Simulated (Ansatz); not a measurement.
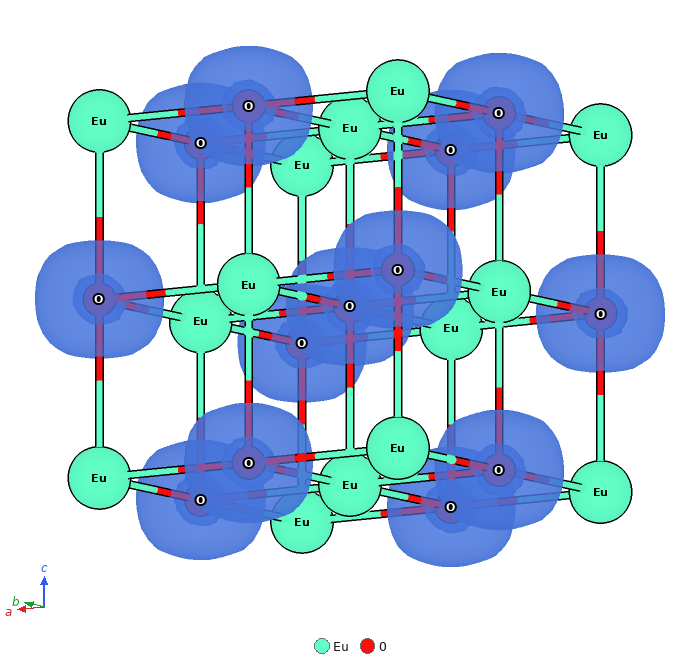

Figure 1: EuO. Isosurface of the ELF at 0.7 (blue), seen at an oblique angle. Core shells and regions of very low density are left out. Sticks mark near contacts.

Space group Fm-3m; spin-polarised.

Method: Kohn-Sham DFT of a periodic cell, HSE06, Ansatz PAW (Ansatz 0.2.0).

Core electrons are frozen (PAW), and the valence fields are smoothed inside the atomic spheres.

What do the ELF domains correspond to?

Answer. At this value the surface marks out four regions wrapped around O (the valence shell of each), counted in one cell of 8 atoms. Regions shared between cells count once. Along the contacts the grid gives the following. Eu–O (2.57 Å): the ELF is about 0.10 at the midpoint; no shared electron pair shows on this line.
